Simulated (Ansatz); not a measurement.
CuO: several calculations on one system

**1. Relaxation**

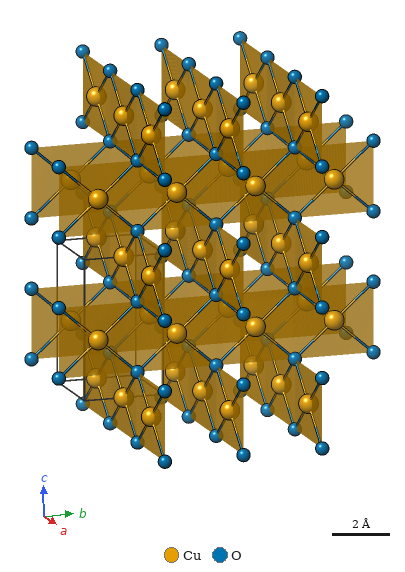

This is the input geometry for a relaxation of crystalline CuO (set up in C2/c). A polyhedral model of the cell of the calculation, repeated 2 × 3 × 2 with one cell outlined, seen slightly off an axis.

Case: relaxed at 3 GPa.

Theory: DFT PBE, scalar-relativistic, plane waves, PAW (Ansatz 0.2.0).

The input:
```yaml
crystal:
  lattice:
    - [2.0678727007, -2.0626796268, 0.043841449]
    - [2.0678727007, 2.0626796268, 0.043841449]
    - [-0.1129235408, 0.0, 5.1016276478]
  atoms:
    - { symbol: Cu, position: [0.5, 0.0, 0.5] }
    - { symbol: Cu, position: [0.0, 0.5, 0.0] }
    - { symbol: O, position: [0.5002453213, 0.4997546787, 0.25] }
    - { symbol: O, position: [0.4997546787, 0.5002453213, 0.75] }
basis:
  ecutwfc: 420
kpoints:
  mp_grid: { grid: [14, 14, 8] }
hamiltonian:
  xc: pbe
scf:
  occupations: { method: gaussian, width: 0.1 }
output:
  forces: true
  stress: true
  eigenvalues: true
relax:
  adjacent_minimum: "off"
  f_tol: 0.008
  max_steps: 50
  cell: { stress_tol: 0.08, p_target: 3.0 }
```

Command:
```bash
ansatz run input.yaml --threads 1 --pin off --max-ram 2560MiB --backend cpu --events-out ev --progress --plain --runs-dir out
```

> Where does the relaxation end?

The atoms keep their places relative to the cell (all moves are under 0.005 Å). The drawn cell changes as follows: a = b 2.921 → 2.920 Å (0.0 %), c 5.103 → 5.144 Å (+0.8 %); the volume changes by +0.7 %. Some distances before and after: Cu1–O3 1.939 → 1.946 Å. The space group (tolerance 0.01 Å) goes from Cccm (No. 66) to P4_2/mmc (No. 131). Over 3 accepted moves (5 points after the start) the energy falls by 8.7 meV per cell of the calculation. With the target pressure of 3 GPa, the enthalpy E + pV changes by −2.9 meV per cell of the calculation. The largest force component goes from 0.00039 to 0.00017 eV/Å. The pressure goes from 4.57 to 3.00 GPa. The SCF was repeated twice at an unchanged geometry on a basis and grid sized afresh for the cell, which shifted the energy by 1.3 meV per cell of the calculation at most.

Step by step:

```csv
step,"E − E(0), meV/atom","largest force component, eV/Å","pressure, GPa","volume, Å³/atom",note
0,0.00,0.0004,4.57,10.885,
1,-1.04,0.0002,3.79,10.921,
2,-1.78,0.0001,3.02,10.960,
3,-2.12,0.0001,3.06,10.960,"same geometry, new basis"
4,-2.17,0.0002,3.00,10.963,
5,-2.18,0.0002,3.00,10.963,"same geometry, new basis"
```

**2. Relaxation**

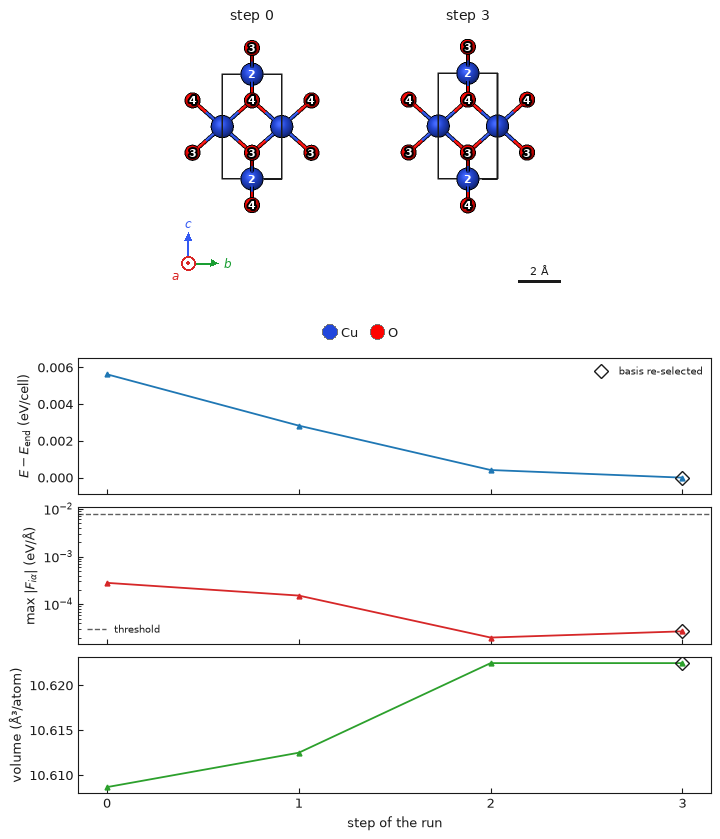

First and last geometry of a relaxation of crystalline CuO (set up in C2/c), with the history of the run. Style: ball-and-stick. Shown: the cell of the calculation, along the a axis.

Case: relaxed at 8 GPa.

Theory: Ansatz, DFT PBE, scalar-relativistic, plane waves, PAW. Settings: plane-wave cutoff 420 eV; k-point mesh 14 × 14 × 8; occupations gaussian; smearing width 0.1 eV; target pressure 8 GPa; no spin polarisation; cell and atoms relaxed; force threshold 0.008 eV/Å; at most 50 steps.

> Read the history and describe the run.

It converged. The energy falls by 5.6 meV per cell of the calculation in 2 accepted moves (3 points after the start). With the target pressure of 8 GPa, the enthalpy E + pV changes by −2.9 meV per cell of the calculation. Largest force component: 0.00028 eV/Å at the start, under 0.0001 eV/Å at the end. The pressure goes from 8.87 to 8.00 GPa. At 1 point the geometry stayed and the basis and grid were re-selected for the new cell (energy shift of 0.4 meV per cell of the calculation at most each time). No atom moves by more than 0.005 Å relative to the cell. The drawn cell changes as follows: a = b 2.888 → 2.877 Å (−0.4 %), c 5.088 → 5.134 Å (+0.9 %); the volume changes by +0.1 %. The space group stays P4_2/mmc (No. 131).

```tsv
step	E − E(0), meV/atom	largest force component, eV/Å	pressure, GPa	volume, Å³/atom	note
0	0.00	0.0003	8.87	10.609	
1	-0.70	0.0002	8.46	10.613	
2	-1.30	0.0000	7.98	10.622	
3	-1.41	0.0000	8.00	10.622	same geometry, new basis
```

**3. Series**

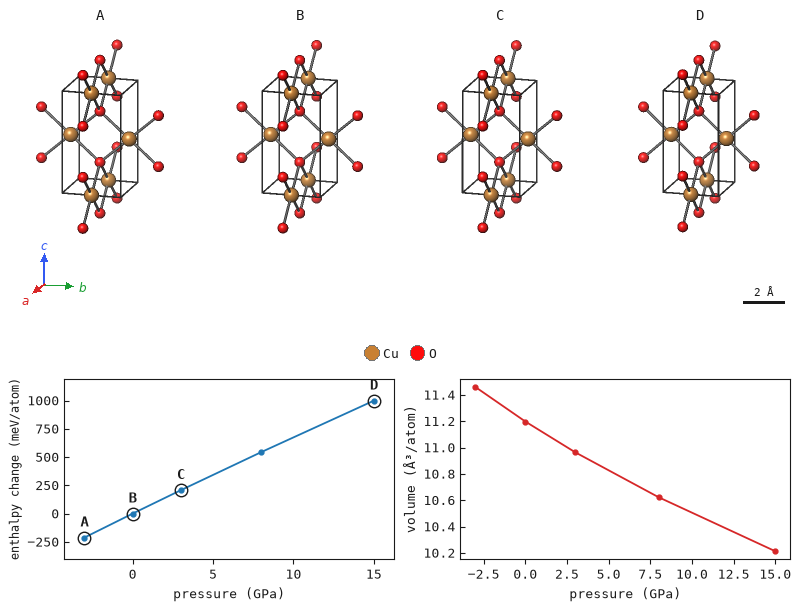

Members of a series of calculations on crystalline CuO (set up in C2/c), marked on the first curve. A ball-and-stick model of the cell of the calculation, seen slightly off an axis.

Level of theory: Ansatz 0.2.0, DFT PBE, scalar-relativistic, plane waves, PAW. Set-up: plane-wave cutoff 420 eV; k-point mesh 14 × 14 × 8; occupations gaussian; smearing width 0.1 eV; no spin polarisation.

Question: Describe the series.

Answer: The structure is relaxed at several pressures. A (pressure −3.0 GPa): enthalpy change −212 meV/atom, volume 11.46 Å³ per atom. B (pressure 0.0 GPa): enthalpy change 0.0 meV/atom, volume 11.20 Å³ per atom. C (pressure 3.0 GPa): enthalpy change 207 meV/atom, volume 10.96 Å³ per atom. D (pressure 15.0 GPa): enthalpy change 999 meV/atom, volume 10.21 Å³ per atom. The rest compares A with D. The volume changes by −10.9 %, with a = b 2.980 → 2.821 Å (−5.3 %), c 5.162 → 5.135 Å (−0.5 %). Among the bonded contacts that change: Cu–O 1.971 → 1.907 Å.
